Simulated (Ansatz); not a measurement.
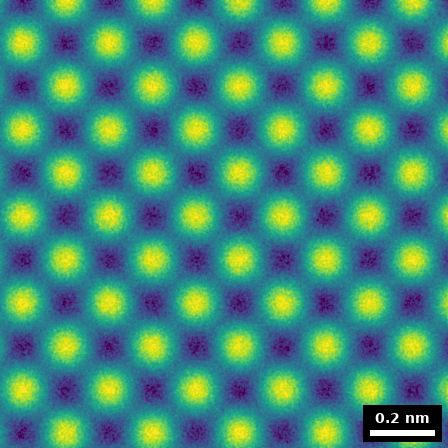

An image along [001] of one of the structures below (computed or model cells, partly hypothetical, each in its standard cell). Simulation: incoherent imaging, intensity Z^1.6 per atom, probe width 1.20 Å, thin sample. The probe carries 15 % of its weight in a tail 2.5 times as wide. The display is stretched by a gamma of 0.65; percentages refer to the linear signal. Shot noise was added.

A. Cu
Space group Pm-3n (No. 223). a = 4.671 Å, b = 4.671 Å, c = 4.671 Å, α = 90.00°, β = 90.00°, γ = 90.00°
| atom | site | symmetry | x | y | z |
| --- | --- | --- | --- | --- | --- |
| Cu | 2a | m-3. | 0.0000 | 0.0000 | 0.0000 |
| Cu | 6c | -4m.2 | 0.2500 | 0.0000 | 0.5000 |

B. Cu
Space group Fd-3m:1 (No. 227). a = 5.418 Å, b = 5.418 Å, c = 5.418 Å, α = 90.00°, β = 90.00°, γ = 90.00°
```json
{"atom": "Cu", "site": "8b", "symmetry": "-43m", "x": "0.2500", "y": "0.2500", "z": "0.7500"}
```

C. Cu
Space group P6_3/mmc (No. 194). a = 2.519 Å, b = 2.519 Å, c = 4.124 Å, α = 90.00°, β = 90.00°, γ = 120.00°
| atom | site | symmetry | x | y | z |
| --- | --- | --- | --- | --- | --- |
| Cu | 2c | -6m2 | 0.3333 | 0.6667 | 0.2500 |

D. Hg
Space group Fd-3m:1 (No. 227). a = 6.447 Å, b = 6.447 Å, c = 6.447 Å, α = 90.00°, β = 90.00°, γ = 90.00°
| atom | site | symmetry | x | y | z |
| --- | --- | --- | --- | --- | --- |
| Hg | 8b | -43m | 0.2500 | 0.2500 | 0.7500 |

Question: Which structure was imaged?

Answer: B, Cu. Along [001] the projected cells are A 4.67 × 4.67 Å, 90°; B 1.92 × 1.92 Å, 90°; C 2.52 × 2.52 Å, 120°; D 2.28 × 2.28 Å, 90°. The image repeats as B does.

Structure B: a calculation's starting geometry; the starting structure was generated, so it need not be a known form of this composition.
